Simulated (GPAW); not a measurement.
**Dielectric function and optical constants of BN (Qingsongite)**

Aim: the dielectric function of BN (Qingsongite), and the optical constants that follow from it.

Calculated with GPAW 26.7.0; DFT, LDA, plane-wave PAW (GPAW data sets), scalar-relativistic, RPA, optical limit.

### 1. The structure

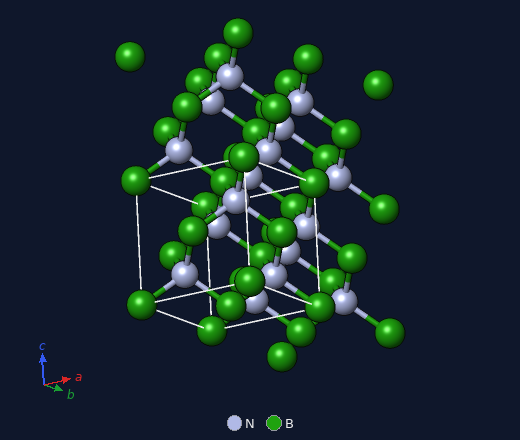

The starting structure, seen from a free direction (nitrogen light blue, boron green). 1×2×2 cells are drawn. This picture shows the conventional cell, with its axes. Bonds to atoms that aren't drawn are left out. Some periodic images of atoms are drawn too.

### 2. Ground state

The self-consistent density comes first; it also tells whether there is a gap, which decides the occupations and the need for a Drude term.

This step: DFT, LDA, plane-wave PAW (GPAW data sets), scalar-relativistic, ground state (GPAW 26.7.0).

gs.py reads:

```python
from ase import Atoms
from ase.dft.bandgap import bandgap
from gpaw import GPAW, PW, FermiDirac

atoms = Atoms(['N', 'B'],
              cell=[[0.000000000000, 1.807500000000, 1.807500000000],
                    [1.807500000000, 0.000000000000, 1.807500000000],
                    [1.807500000000, 1.807500000000, 0.000000000000]],
              scaled_positions=[[0.750000000000, 0.750000000000, 0.750000000000],
                                [0.000000000000, 0.000000000000, 0.000000000000]],
              pbc=[True, True, True])
atoms.calc = GPAW(mode=PW(500), xc='LDA', kpts={'size': (11, 11, 11), 'gamma': True},
                  occupations=FermiDirac(0.05), maxiter=150, txt='gs.txt')
print('energy (eV)', atoms.get_potential_energy())
print('Fermi level (eV)', atoms.calc.get_fermi_level())
print('valence electrons', atoms.calc.get_number_of_electrons())
print('gap (eV)', bandgap(atoms.calc, output=None)[0])
print('direct gap (eV)', bandgap(atoms.calc, direct=True, output=None)[0])
atoms.calc.write('gs.gpw')
```

On the command line:

```console
$ OMP_NUM_THREADS=1 python gs.py
```

Numbers of over 12 decimals in the logs are rounded to 6 here.

The log of the run:

```text
__  _  _
 | _ |_)|_||  |
 |__||  | ||/\| - 26.7.0

Versions:
  Python: 3.12.14
  ASE:    3.29.0
  Numpy:  2.5.5
  Scipy:  1.18.1
  Libxc:  7.0.0

Input parameters:
  mode=PW(ecut=500.0),
  kpts=MonkhorstPack(size=(11, 11, 11), gamma=True),
  maxiter=150,
  occupations=Occupations(name='fermi-dirac', width=0.05, fixmagmom=False),
  xc=XC(name='LDA')

Diagonalizing LCAO Hamiltonian
Converting LCAO to pw mode

               N

       B

Atoms  # Å, Bohr magnetons
|   | symbol |        x |        y |        z |    initial magnetic moments |
| 0 |      N | 2.711250 | 2.711250 | 2.711250 | ( 0.0000,  0.0000,  0.0000) |
| 1 |      B | 0.000000 | 0.000000 | 0.000000 | ( 0.0000,  0.0000,  0.0000) |

Unit cell  # Å
| periodic |        x |        y |        z |  lengths |    angles |
|      yes | 0.000000 | 1.807500 | 1.807500 | 2.556191 | 60.000000 |
|      yes | 1.807500 | 0.000000 | 1.807500 | 2.556191 | 60.000000 |
|      yes | 1.807500 | 1.807500 | 0.000000 | 2.556191 | 60.000000 |

Number of symmetries: 24
Symmetry operations  # r_c * U_cc + t_c -> r_c
|    | kind |            matrix            |
|  0 |  E   |  1, 0, 0,  0, 1, 0,  0, 0, 1 |
|  1 |  σ   |  1, 0, 0,  0, 0, 1,  0, 1, 0 |
|  2 |  σ   |  1, 0,-1,  0, 1,-1,  0, 0,-1 |
|  3 |  C3  |  1, 0,-1,  0, 0,-1,  0, 1,-1 |
|  4 |  C3  |  1,-1, 0,  0,-1, 1,  0,-1, 0 |
|  5 |  σ   |  1,-1, 0,  0,-1, 0,  0,-1, 1 |
|  6 |  σ   |  0, 1, 0,  1, 0, 0,  0, 0, 1 |
|  7 |  C3  |  0, 1, 0,  0, 0, 1,  1, 0, 0 |
|  8 |  C2  |  0, 1,-1,  1, 0,-1,  0, 0,-1 |
|  9 |  S4  |  0, 1,-1,  0, 0,-1,  1, 0,-1 |
| 10 |  C3  |  0, 0, 1,  1, 0, 0,  0, 1, 0 |
| 11 |  σ   |  0, 0, 1,  0, 1, 0,  1, 0, 0 |
| 12 |  S4  |  0, 0,-1,  1, 0,-1,  0, 1,-1 |
| 13 |  C3  |  0, 0,-1,  0, 1,-1,  1, 0,-1 |
| 14 |  S4  |  0,-1, 1,  1,-1, 0,  0,-1, 0 |
| 15 |  C2  |  0,-1, 1,  0,-1, 0,  1,-1, 0 |
| 16 |  C3  |  0,-1, 0,  1,-1, 0,  0,-1, 1 |
| 17 |  S4  |  0,-1, 0,  0,-1, 1,  1,-1, 0 |
| 18 |  S4  | -1, 1, 0, -1, 0, 1, -1, 0, 0 |
| 19 |  C3  | -1, 1, 0, -1, 0, 0, -1, 0, 1 |
| 20 |  C3  | -1, 0, 1, -1, 1, 0, -1, 0, 0 |
| 21 |  S4  | -1, 0, 1, -1, 0, 0, -1, 1, 0 |
| 22 |  σ   | -1, 0, 0, -1, 1, 0, -1, 0, 1 |
| 23 |  C2  | -1, 0, 0, -1, 0, 1, -1, 1, 0 |

BZ-sampling:
  Number of BZ points: 1331
  Number of IBZ points: 56

  Monkhorst-Pack size: [11, 11, 11]
  Monkhorst-Pack shift: [0, 0, 0]

K-points  # in reciprocal-cell coordinates
|     |                                coordinates |     weight |
|   0 | (  0.00000000,   0.00000000,   0.00000000) | 0.00075131 |
|   1 | (  0.09090909,   0.09090909,   0.00000000) | 0.00450789 |
|   2 | (  0.09090909,   0.09090909,   0.09090909) | 0.00601052 |
|   3 | (  0.18181818,   0.09090909,   0.09090909) | 0.00901578 |
|   4 | (  0.18181818,   0.18181818,   0.00000000) | 0.00450789 |
|   5 | (  0.18181818,   0.18181818,   0.09090909) | 0.01803156 |
|   6 | (  0.18181818,   0.18181818,   0.18181818) | 0.00601052 |
|   7 | (  0.27272727,   0.18181818,   0.09090909) | 0.01803156 |
|   8 | (  0.27272727,   0.18181818,   0.18181818) | 0.01803156 |
|   9 | (  0.27272727,   0.27272727,   0.00000000) | 0.00450789 |
| ... |                                            |            |
|  55 | (  0.45454545,   0.45454545,   0.45454545) | 0.00601052 |

Plane wave coefficients: 310
Cutoff: 500.0 eV

Spin-components: 1 (collinear spins)
Bands:           8
Projectors:      10
Spin-degeneracy: 2
Datatype:        complex128

Parallelization:
  kpt:    1
  domain: 1
  band:   1

Density:
  Valence electrons: 8.0
  Components: 1
  Grid points: [14 14 14]
  Charge: 0.0  # |e|

Potential:
  Grid points: [14 14 14]

species:
  N:
    name:    Nitrogen
    id:
    Z:       7.0
    valence: 5
    core:    2
    charge:  0.0  # [|e|]
    compensation charges:
      type: gauss
      rc: 0.18  # [Å]
      lmax: 2
    cutoffs:
      filter: 1.11  # [Å]
      core: 0.96  # [Å]
    projectors
    | kind |    occ | energy [eV] | rcut [Å] |
    |   2s |  2.000 |     -18.420 |    0.603 |
    |   2p |  3.000 |      -7.237 |    0.529 |
    |    s |        |       8.791 |    0.603 |
    |    p |        |      19.974 |    0.529 |
    |    d |        |       0.000 |    0.577 |

    Using partial waves for N as LCAO basis

  B:
    name:    Boron
    id:
    Z:       5.0
    valence: 3
    core:    2
    charge:  0.0  # [|e|]
    compensation charges:
      type: gauss
      rc: 0.20  # [Å]
      lmax: 2
    cutoffs:
      filter: 1.14  # [Å]
      core: 1.42  # [Å]
    projectors
    | kind |    occ | energy [eV] | rcut [Å] |
    |   2s |  2.000 |      -9.383 |    0.635 |
    |   2p |  1.000 |      -3.714 |    0.635 |
    |    s |        |      17.828 |    0.635 |
    |    p |        |      23.498 |    0.635 |
    |    d |        |       0.000 |    0.635 |

    Using partial waves for B as LCAO basis

Reference energy: -2133.488728  # eV

eigensolver:
  PPCG
  Converge bands: occupied
  niter=2

density mixing:
  MSR1-Mixer
  Pratt-step length: 0.05
  Maximum mixing coefficient: 0.75
  Old densities: 10
  SVD Regularization: 0.005
  Good broyden scale: 1.0
  Trust region scale: 1.0
  Backstep threshold: 4.0
  History deletion threshold: 6.0
  Fourier metric: weight=20.0, sigma=0.015

occupation numbers:
  Fermi-Dirac:
    width: 0.0500  # eV

poisson solver:
  ecut: 4000.0  # eV

xc functional:
  name: None

convergence criteria:
- Maximum [total energy] change in last 3 cyles: 0.0005 eV / valence electron
- Maximum integral of absolute [dens]ity change: 0.0001 electrons / valence electron
- Maximum integral of absolute [eigenst]ate change: 4e-08 eV^2 / valence electron
maximum number of iterations: 150

SCF iterations
|iter     |      energy | eigst |  dens |
|iter:   1||  -19.686804 | +0.09 |       |
|iter:   2||  -19.527211 | -1.94 | -0.75 |
|iter:   3||  -18.849136 | -1.07 | -0.79 |
|iter:   4||  -18.829778 | -2.79 | -1.41 |
|iter:   5||  -18.827671 | -3.33 | -1.88 |
|iter:   6||  -18.827654c| -5.20 | -2.61 |
|iter:   7||  -18.827654c| -6.97 | -3.70 |
|iter:   8||  -18.827654c| -7.62c| -4.34c|

Converged in 8 steps
SCF loop duration: 1.809 s (0.226 s/step)
Energy contributions relative to reference atoms: (reference = -2133.488728)

Energy contributions:
  Kinetic:          13.130950
  Coulomb:         -11.786852
  Zero:             -0.064845
  External:          0.000000
  Xc:              -20.106906
  Entropy:           0.000000
  Spinorbit:         0.000000
  ----------------------------
  Free energy:     -18.827654
  Extrapolated:    -18.827654

dipole moment: (-3.785329, -3.785329, -3.785329)  # |e|*Ang

Fermi level: 12.082
Eigenvalues  # (at kpt = [0.000, 0.000, 0.000])
| band index |      eig [eV] | occ [0-2] |
|          0 |       -10.288 |     2.000 |
|          1 |         9.887 |     2.000 |
|          2 |         9.887 |     2.000 |
|          3 |         9.887 |     2.000 |
|          4 |        18.544 |     0.000 |
|          5 |        18.544 |     0.000 |
|          6 |        18.544 |     0.000 |
|          7 |        20.192 |     0.000 |

Gap: 4.390 eV
Transition (v -> c):
  (s=0, k=0, n=3, [0.00, 0.00, 0.00]) -> (s=0, k=50, n=4, [0.45, 0.45, 0.00])
Direct/indirect transitions are different
Direct gap: 8.657 eV
Transition at: (s=0, k=0, n=3, [0.00, 0.00, 0.00])

--- standard output ---
energy (eV) -18.827654
Fermi level (eV) 12.082193
valence electrons 8.0
gap (eV) 4.389874
direct gap (eV) 8.656956
```

The job ended after 3.6 s (1 thread of Intel Xeon 6975P-C (Granite Rapids), shared host; peak memory 0.12 GiB).

Read-outs, printed or worked out from the files:

```
energy                 : -18.83 eV
Fermi energy           : 12.08 eV
gap on the k-mesh      : 4.390 eV
direct gap on the mesh : 8.657 eV
electrons              : 8
```

There is a gap, 4.39 eV on this mesh (points off the mesh can give less), so no carriers' term is needed.

### 3. Bands for the response

At the fixed density, many empty bands are solved on the mesh of the response, since the spectrum sums over them.

This step: DFT, LDA, plane-wave PAW (GPAW data sets), scalar-relativistic, bands at fixed density (GPAW 26.7.0).

nscf.py reads:

```python
from ase.dft.bandgap import bandgap
from gpaw import GPAW, FermiDirac

calc = GPAW('gs.gpw').fixed_density(kpts={'size': (24, 24, 24), 'gamma': True}, nbands=20, convergence={'bands': 14},
                                    occupations=FermiDirac(0.001), txt='nscf.txt')
print('gap (eV)', bandgap(calc, output=None)[0])
print('direct gap (eV)', bandgap(calc, direct=True, output=None)[0])
print('top band over the Fermi level (eV)', min(calc.get_eigenvalues(kpt=k)[13] for k in range(len(calc.get_ibz_k_points()))) - calc.get_fermi_level())
calc.write('full.gpw', mode='all')
```

On the command line:

```console
$ OMP_NUM_THREADS=1 python nscf.py
```

The log of the run:

```text
Diagonalizing LCAO Hamiltonian
Converting LCAO to pw mode
convergence criteria:
- Maximum integral of absolute [eigenst]ate change: 4e-08 eV^2 / valence electron
maximum number of iterations: 150

SCF iterations
|iter     |      energy | eigst |  dens |
|iter:   1||             | +2.91 |       |
|iter:   2||             | +1.19 |       |
|iter:   3||             | -1.18 |       |
|iter:   4||             | -2.99 |       |
|iter:   5||             | -5.14 |       |
|iter:   6||             | -6.78 |       |
|iter:   7||             | -7.88c|       |
SCF steps: 7
  __  _  _
 | _ |_)|_||  |
 |__||  | ||/\| - 26.7.0

Versions:
  Python: 3.12.14
  ASE:    3.29.0
  Numpy:  2.5.5
  Scipy:  1.18.1
  Libxc:  7.0.0

Input parameters:
  mode=PW(ecut=500.0),
  convergence={'bands': 14},
  gpts=array([14, 14, 14]),
  kpts=MonkhorstPack(size=(24, 24, 24), gamma=True),
  maxiter=150,
  nbands=20,
  occupations=Occupations(name='fermi-dirac', width=0.001, fixmagmom=False),
  parallel={},
  xc=XC(name='LDA')

--- standard output ---
gap (eV) 4.285039
direct gap (eV) 8.656956
top band over the Fermi level (eV) 25.907561
```

Elapsed: 24 s, on 1 thread; peak memory 0.19 GiB.

Numbers from this step:

```
gap on the k-mesh : 4.285 eV
```

### 4. Dielectric function, RPA

Local fields let the induced charge screen the field inside the cell, which as a rule lowers ε, most along directions where the density is uneven.

This step: DFT, LDA, plane-wave PAW (GPAW data sets), scalar-relativistic, RPA, optical limit (GPAW 26.7.0).

df.py reads:

```python
from gpaw.response.df import DielectricFunction

df = DielectricFunction('full.gpw', frequencies={'type': 'nonlinear', 'domega0': 0.03, 'omega2': 8},
                        ecut=50,
                        eta=0.15,
                        nbands=14,
                        txt='df.txt')
for direction in ['x']:
    df.get_dielectric_function(xc='RPA', direction=direction, filename=f'df_{direction}.csv')
```

On the command line:

```console
$ OMP_NUM_THREADS=1 python df.py
```

The log of the run:

```text
Using integrator: PointIntegrator
NonLinearFrequencyDescriptor(from 0.000 to 64.819 eV, 497 points)
Nonperiodic BCs:  [False False False]
Using integrator: PointIntegrator
NonLinearFrequencyDescriptor(from 0.000 to 64.819 eV, 497 points)
Nonperiodic BCs:  [False False False]

Calculating chi0 body with:
    Ground state adapter containing:
    Number of spins: 1
    Number of kpoints: 13824
    Number of irreducible kpoints: 413
    Number of completely occupied states: 4
    Number of partially occupied states: 4

    Linear response parametrization:
    q_c: [0.0, 0.0, 0.0]
    Number of frequency points: 497
    Planewave cutoff: 50.0
    Number of bands: 14
    Number of planewaves: 15
    Broadening (eta): 0.15

Integrating chi0 body.

Symmetries of q_c:
    Direct symmetries (Uq -> q): 24
    Indirect symmetries (TUq -> q): 24
In total 48 allowed symmetries.

413 groups of equivalent kpoints. 97.012442% reduction.

Integral kind: spectral function

Calculating chi0 optical extensions with:
    Ground state adapter containing:
    Number of spins: 1
    Number of kpoints: 13824
    Number of irreducible kpoints: 413
    Number of completely occupied states: 4
    Number of partially occupied states: 4

    Linear response parametrization:
    Number of frequency points: 497
    Planewave cutoff: 50.0
    Number of bands: 14
    Number of planewaves: 15
    Broadening (eta): 0.15
Integrating chi0 head and wings.

Symmetries of q_c:
    Direct symmetries (Uq -> q): 24
    Indirect symmetries (TUq -> q): 24
In total 48 allowed symmetries.

413 groups of equivalent kpoints. 97.012442% reduction.

Integral kind: spectral function wings
```

The job ended after 4.7 s (1 thread; peak memory 0.22 GiB).

Read-outs, printed or worked out from the files:

```
electronic dielectric constant ε∞, mean over x, y and z (by symmetry where fewer were run) : 4.580
main peak of Im epsilon, first axis                                                        : 11.99 eV
```

Some rows of df_x.csv (energy; Re and Im without local fields; Re and Im with them):

```text
0.000000, 4.759944, 0.000000, 4.579826, -0.000000
0.555532, 4.767659, 0.004179, 4.587004, 0.003888
1.143969, 4.792912, 0.008740, 4.610495, 0.008129
1.768324, 4.839849, 0.013901, 4.654143, 0.012925
2.431988, 4.914491, 0.019995, 4.723520, 0.018579
3.138794, 5.025899, 0.027557, 4.826990, 0.025582
3.893091, 5.188350, 0.037518, 4.977698, 0.034782
4.699832, 5.425798, 0.051645, 5.197630, 0.047790
5.564682, 5.782154, 0.073760, 5.526938, 0.068066
6.494155, 6.349519, 0.113881, 6.049410, 0.104642
7.495775, 7.373280, 0.209902, 6.986653, 0.191404
8.578281, 10.064014, 0.950467, 9.417307, 0.843718
9.751884, 10.751052, 7.082990, 10.202716, 6.357303
11.028587, 8.776492, 10.719974, 8.454987, 9.734372
12.422601, -2.797184, 12.461382, -1.746851, 11.891182
13.950874, -1.140722, 5.800390, -0.860491, 5.543192
15.633783, -2.906498, 4.175508, -2.484753, 4.372790
17.496047, -2.096705, 2.570122, -1.902596, 2.668419
19.567954, -1.327607, 1.215150, -1.254749, 1.284461
```

The Im ε, E ∥ x has structure finer than the step of the table below, so its rows give means over 2 eV, whole bins alone (the curve runs from 0 to 19.9 eV). Peaks (eV: height): 12.0: 14.2.

Values under the direct gap are tails of Lorentzian lines. Table of Im ε, E ∥ x by photon energy; means over each step:

| photon energy (eV) | Im ε, E ∥ x |
| --- | --- |
| 2 | 0.0151 |
| 4 | 0.0372 |
| 6 | 0.0868 |
| 8 | 0.573 |
| 10 | 6.47 |
| 12 | 11.6 |
| 14 | 6.27 |
| 16 | 3.99 |
| 18 | 2.12 |

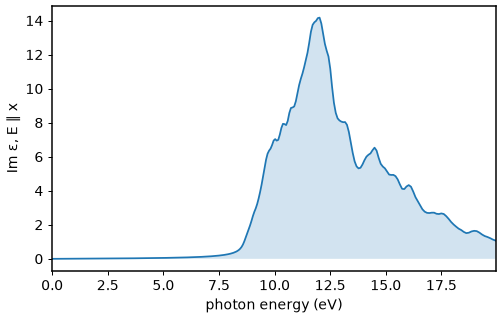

Im ε, E ∥ x, plotted against photon energy.

Re ε, E ∥ x against photon energy:

```csv
photon energy (eV),"Re ε, E ∥ x"
0,4.58
2,4.68
4,5.00
6,5.74
8,7.78
10,9.47
12,1.97
14,-0.807
16,-2.20
18,-2.07
```

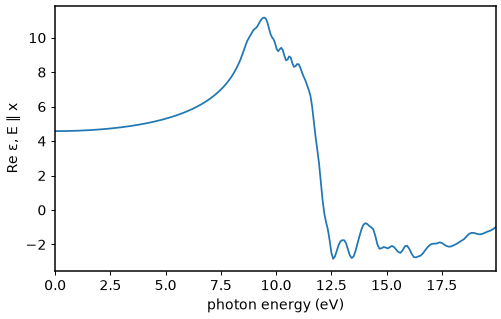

Re ε, E ∥ x against photon energy.

The reflectivity at normal incidence, E ∥ x has structure finer than the step of the table below, so its rows give means over 1 eV, whole bins alone (the curve runs from 0 to 19.9 eV). Peaks (eV: height): 12.5: 49.3, 16.5: 49.8, 18.2: 50.3.

The reflectivity at normal incidence, E ∥ x by photon energy; means over each step:

```
photon energy (eV)  reflectivity at normal incidence, E ∥ x (%)
                 1                                         13.3
                 2                                         13.5
                 3                                         14.0
                 4                                         14.6
                 5                                         15.6
                 6                                         16.9
                 7                                         19.0
                 8                                         22.5
                 9                                         28.6
                10                                         32.6
                11                                         36.1
                12                                         45.1
                13                                         46.0
                14                                         39.4
                15                                         43.3
                16                                         45.8
                17                                         46.3
                18                                         48.7
                19                                         45.2
```

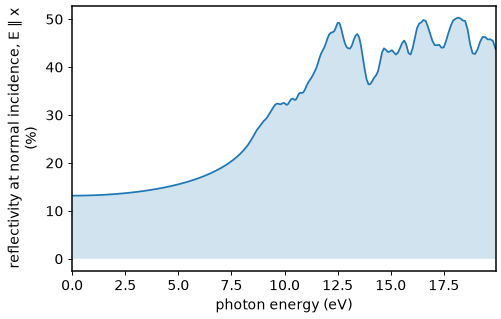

Reflectivity at normal incidence, E ∥ x, plotted against photon energy.

Values under the direct gap are tails of Lorentzian lines. Loss function −Im 1/ε at q → 0, E ∥ x against energy loss; read off at these points:

```csv
energy loss (eV),"loss function −Im 1/ε at q → 0, E ∥ x"
0,0
2,6.8e-4
4,0.00145
6,0.00250
8,0.00493
10,0.0505
12,0.0692
14,0.173
16,0.184
18,0.241
```

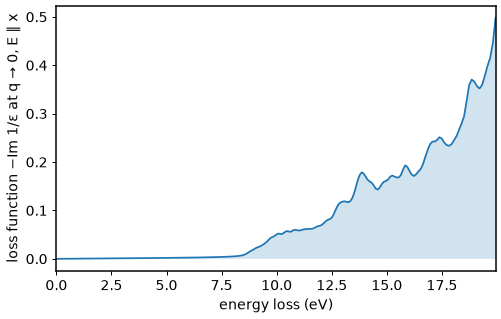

Loss function −Im 1/ε at q → 0, E ∥ x, plotted against energy loss.

Refractive index n and extinction k against photon energy:

```csv
photon energy (eV),n,k
0,2.14,0
2,2.16,0.00343
4,2.24,0.00811
6,2.40,0.0172
8,2.79,0.0535
10,3.26,1.07
12,2.85,2.48
14,1.57,1.81
16,1.15,1.88
18,0.658,1.58
```

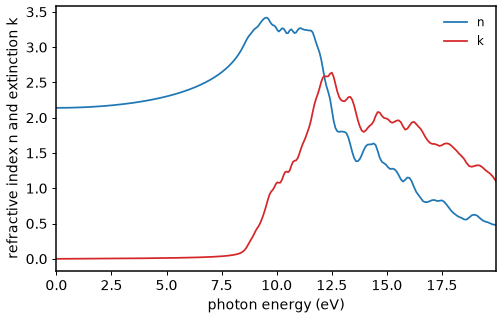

Refractive index n and extinction k against photon energy.

From ε follow the optical constants at some laser and lamp lines:

| wavelength (nm) | n | k | R (%) | 1/α |
| --- | --- | --- | --- | --- |
| 1550 | 2.14 | 0.001 | 13.2 | 94 µm |
| 1064 | 2.15 | 0.002 | 13.3 | 44 µm |
| 800 | 2.15 | 0.003 | 13.4 | 24 µm |
| 532 | 2.17 | 0.004 | 13.6 | 10 µm |
| 450 | 2.18 | 0.005 | 13.8 | 7.2 µm |
| 365 | 2.21 | 0.006 | 14.2 | 4.5 µm |
| 308 | 2.24 | 0.008 | 14.6 | 3.0 µm |

Below the direct gap, k and the depth come from the tails of the Lorentzian lines, not from transitions.

### 5. Outcome

```
electronic dielectric constant ε∞, mean over x, y and z (by symmetry where fewer were run) (RPA) : 4.58
main peak of Im epsilon, first axis                                                              : 12.0 eV
```

**Reading.** At this level (LDA, RPA) BN has ε∞ = 4.58 and n = 2.14 at 1550 nm, and Im ε peaks at 12.0 eV. On the mesh the gap is 4.29 eV and the least direct gap 8.66 eV, so on this mesh the band edges lie at different points. Local fields change the static value along x from 4.76 to 4.58 (-4 %). Distinct maxima of Im ε, read by a parabola through the highest points, lie at 11.99 eV (14) and 14.49 eV (6.5). Excitons and phonon-assisted transitions are missing; LDA gaps are as a rule too small, which pulls the onset down and ε∞ up. The sum runs over mesh points, so small or evenly spaced maxima can still be ripples of the mesh.

[Machine, clock and banner lines and Python warnings are left out of the logs.]

[Logs are printed without paths, hosts, clocks, repeated set-up lines and the standing remarks that a program may print on its own settings, such as how far it seeks lower states.]

[Hosts, paths, dates, database ids (printed as entryN), source tags and the programs' standing remarks are cut or masked in the printed files.]
